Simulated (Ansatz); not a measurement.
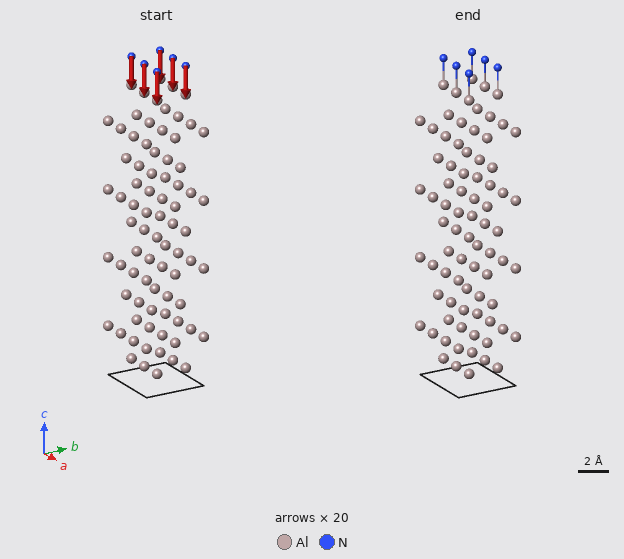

The structure of a slab of composition Al9N (cut from the P6_3/mmc phase) before (left) and after (right) a constrained relaxation, at one scale. The red arrows give the displacements, 20 times their true length.

Style: ball-and-stick. Shown: the 3 × 2 repeat of the cell, outlined in the plane, without the vacuum, slightly off an axis.

Case: N over the place (0/4, 0/4) of the surface cell, its height relaxed. The slab is the (0 0 1) face of Al with N on it. 9 atoms are held fixed.

These are results of DFT PBEsol, scalar-relativistic, plane waves, PAW (Ansatz), not measurements. Settings: plane-wave cutoff 420 eV; k-point mesh 12 × 12 × 1; occupations gaussian; smearing width 0.1 eV; no spin polarisation; dipole correction; atoms relaxed in a fixed cell; force threshold 0.02 eV/Å; at most 25 steps.

Q: Summarise the run.

A: The energy falls by 87.7 meV per cell of the calculation in 3 accepted moves (4 points after the start). The largest force component goes from 1.4 to 0.0063 eV/Å. 1 step only repeated the SCF at the same geometry. The atom that moves furthest is the N atom (0.11 Å along the normal (−c)). Al stays in place. The cell doesn't change. Near-neighbour distances that change, for instance: Al–N 1.940 → 1.828 Å.

Limits of the set-up: the periodic images lie only 2.8 Å apart, so the values are limited by the cell's size.
